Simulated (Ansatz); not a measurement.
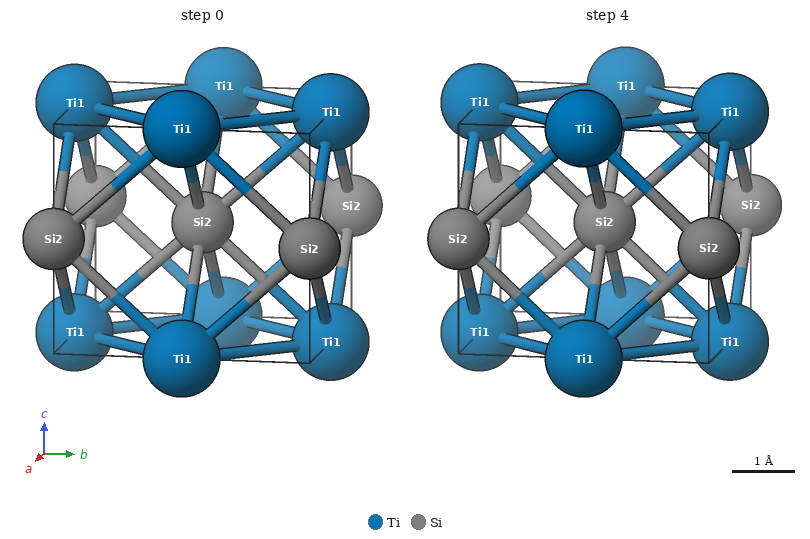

The structure of solid TiSi (built on the database_65 type) before (left) and after (right) a relaxation, at one scale.

Style: ball-and-stick. Shown: the conventional cell (2 times the calculation's cell), slightly off an axis. Lengths and directions refer to the drawn axes.

Case: structure listed in a database for this formula (Cmmm, No. 65).

Computed with Ansatz, DFT r2SCAN, scalar-relativistic, plane waves, PAW.

Input file:
```yaml
crystal:
  lattice:
    - [1.816178, -2.117624, 0.0]
    - [1.816178, 2.117624, 0.0]
    - [0.0, 0.0, 3.803934]
  atoms:
    - { symbol: Ti, position: [0.5, 0.5, 0.0] }
    - { symbol: Si, position: [0.0, 0.0, 0.5] }
basis:
  ecutwfc: 500
kpoints:
  mp_grid: { grid: [20, 20, 14] }
hamiltonian:
  xc: r2scan
scf:
  occupations: { method: gaussian, width: 0.1 }
output:
  forces: true
  stress: true
  eigenvalues: true
relax:
  adjacent_minimum: "off"
  f_tol: 0.01
  max_steps: 80
  cell: { stress_tol: 0.05 }
```

Command:
```bash
ansatz run input.yaml --threads 1 --pin off --max-ram 3072MiB --backend cpu --events-out ev --progress --plain --runs-dir out
```

Q: Describe what moved and what it gained.

A: After 3 accepted moves (4 points after the start) the energy has fallen by 2.3 meV per atom. All forces vanish by symmetry, so only the cell relaxes. The pressure goes from −1.83 to 0.01 GPa. At 1 point the geometry stayed and the basis and grid were re-selected for the new cell (energy shift of 0.1 meV per atom at most each time). The atoms keep their places relative to the cell (all moves are under 0.005 Å). The drawn cell changes as follows: a 3.632 → 3.642 Å (+0.3 %), b 4.235 → 4.142 Å (−2.2 %), c 3.804 → 3.811 Å (+0.2 %); the volume changes by −1.8 %. Near-neighbour distances that change, for instance: Ti1–Si2 2.846 → 2.814 Å, Ti1–Ti1 2.790 → 2.758 Å, Ti1–Si2 (another image) 2.630 → 2.636 Å. The space group stays Cmmm (No. 65). Cost: 3.6 min on 1 thread of Arm Neoverse V2, on a shared host, peak memory 0.76 GiB.
